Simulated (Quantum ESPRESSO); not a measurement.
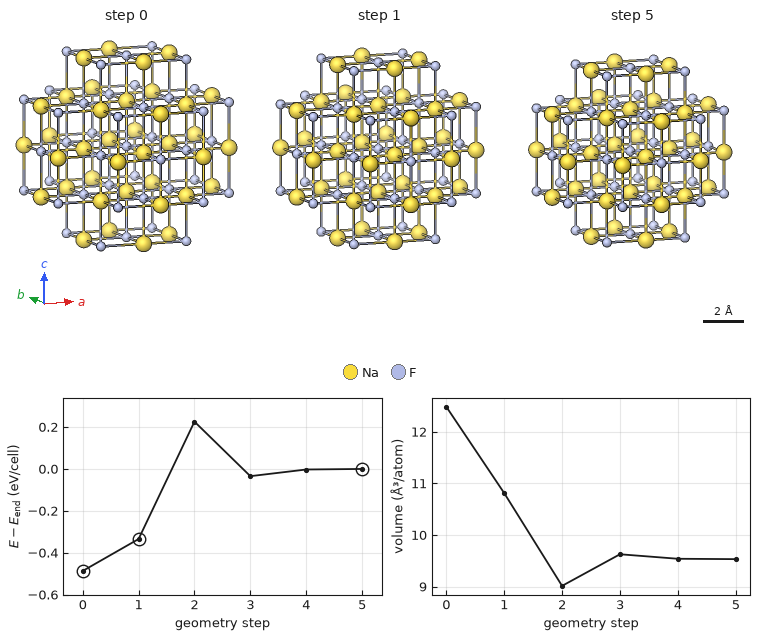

Frames of a relaxation of solid NaF (set up in Fm-3m), marked on the history of the run. Style: ball-and-stick. Shown: the conventional cell (4 times the calculation's cell), slightly off an axis. Lengths and directions refer to the drawn axes.

The run lets cell and atoms move.

These are results of Kohn-Sham DFT of a periodic cell, PBE, SSSP 1.3 efficiency PBE in Quantum ESPRESSO 7.5, not measurements.

Input
```
&CONTROL
  calculation = 'vc-relax'
  prefix = 'pwscf'
  outdir = './tmp'
  pseudo_dir = './pseudo'
  tprnfor = .true.
  tstress = .true.
  disk_io = 'low'
  nstep = 40
  forc_conv_thr = 0.0004
  etot_conv_thr = 1d-05
/
&SYSTEM
  ibrav = 0
  nat = 2
  ntyp = 2
  ecutwfc = 63
  ecutrho = 506
  nbnd = 14
  occupations = 'smearing'
  smearing = 'fd'
  degauss = 0.00367493
/
&ELECTRONS
  conv_thr = 4d-10
  electron_maxstep = 120
  mixing_beta = 0.5
/
&IONS
  ion_dynamics = 'bfgs'
/
&CELL
  cell_dynamics = 'bfgs'
  press = 300
  press_conv_thr = 0.3
/
ATOMIC_SPECIES
Na    22.9898 na_pbe_v1.5.uspp.F.UPF
F     18.9984 f_pbe_v1.4.uspp.F.UPF
CELL_PARAMETERS angstrom
   0.0000000000    2.3200000000    2.3200000000
   2.3200000000    0.0000000000    2.3200000000
   2.3200000000    2.3200000000    0.0000000000
ATOMIC_POSITIONS crystal
Na     0.0000000000    0.0000000000    0.0000000000
F      0.5000000000    0.5000000000    0.5000000000
K_POINTS automatic
10 10 10 0 0 0
```

Run as
```bash
OMP_NUM_THREADS=1 pw.x -in pw.in > pw.out
```

Q: Describe the path.

A: After 5 geometry steps the energy has risen by 0.487 eV per cell of the calculation. With the target pressure of 30 GPa, the enthalpy E + pV changes by −0.620 eV per cell of the calculation. All forces vanish by symmetry, so only the cell relaxes. Pressure: 2.45 GPa at the start and 30.00 GPa at the end. No atom moves by more than 0.005 Å relative to the cell. The drawn cell changes as follows: a = b = c 4.640 → 4.241 Å (−8.6 %); the volume changes by −23.7 %. Some distances before and after: Na–Na 3.281 → 2.999 Å, F–Na 2.320 → 2.120 Å. The space group stays Fm-3m (No. 225). The run took 76 s on 1 thread of Arm Neoverse V1, on a shared host, peak memory 0.13 GiB. From step 0 to 1: volume −13.4 %, energy +0.152 eV per cell of the calculation. From step 1 to 5: volume −11.8 %, energy +0.334 eV per cell of the calculation.

```
step  E − E(0), meV/atom  pressure, GPa  volume, Å³/atom
   0                0.00           2.45           12.487
   1               76.17          13.47           10.814
   2              356.12          40.24            9.015
   3              226.06          28.40            9.628
   4              241.95          29.88            9.541
   5              243.28          30.00            9.534
```
